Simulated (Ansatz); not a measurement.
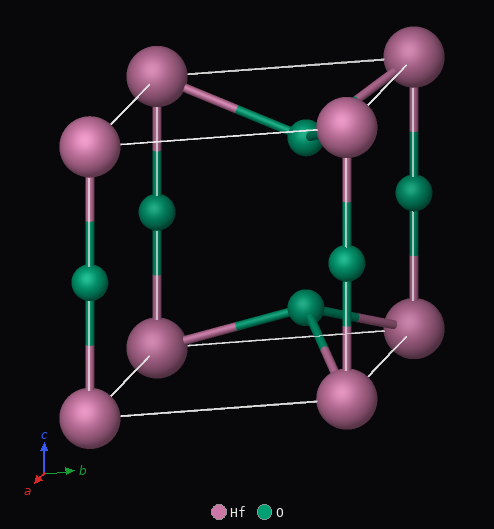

Shown here is a ball-and-stick view of the crystal, taken slightly off an axis. The conventional unit cell is outlined; an atom on or near a face, edge or corner is repeated at each equivalent position. Cell: a = 3.83 Å, b = 3.83 Å, c = 4.06 Å, α = 90.00°, β = 90.00°, γ = 120.00°.

The cell started as a structure type filled with these elements by a generator (whether the compound takes this form wasn't checked). Earlier steps of the study, as a rule a relaxation of our own, may have changed the cell and positions, so they can lie some per cent off the listed ones. A calculation with Ansatz used it as input.

Notes on the structure:

Answer. The stoichiometry is HfO₃. The structure has P-6m2 (No. 187) symmetry and a primitive hexagonal lattice. The cell holds 4 atoms (1 Hf, 3 O), Z = 1. With all contacts inside bonding distance counted, the coordination numbers are Hf 8 and O 2 to 4 (mean 3.3). Not all metal-metal contacts are counted.

Run with Ansatz, DFT PBE, scalar-relativistic, plane waves, PAW and these settings: a kinetic-energy cutoff of 420 eV, a 12×12×10 grid in reciprocal space, Gaussian smearing of 0.01 eV, no spin polarisation.

Metal or not?

Answer. A semiconductor at this level, with a gap of 0.27 eV, direct.

Predict the Bader charges.

Answer. Hf +2.60 e; O -1.20 to -0.70 e.

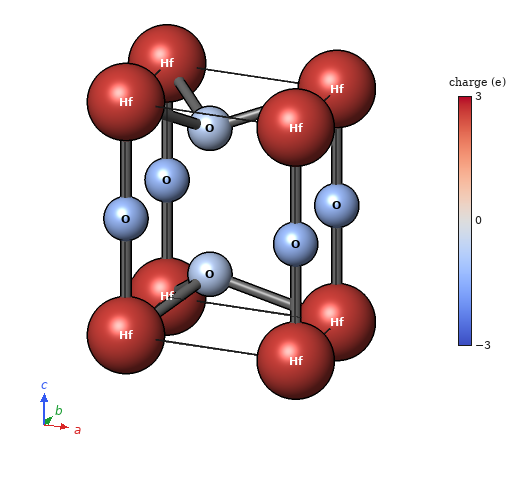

The atoms coloured by those charges. The run's cell of 4 atoms is drawn.

Is the structure in equilibrium?

Answer. Yes. All forces vanish to within 0.01 eV/Å. The pressure is 0.0 GPa, close to zero.
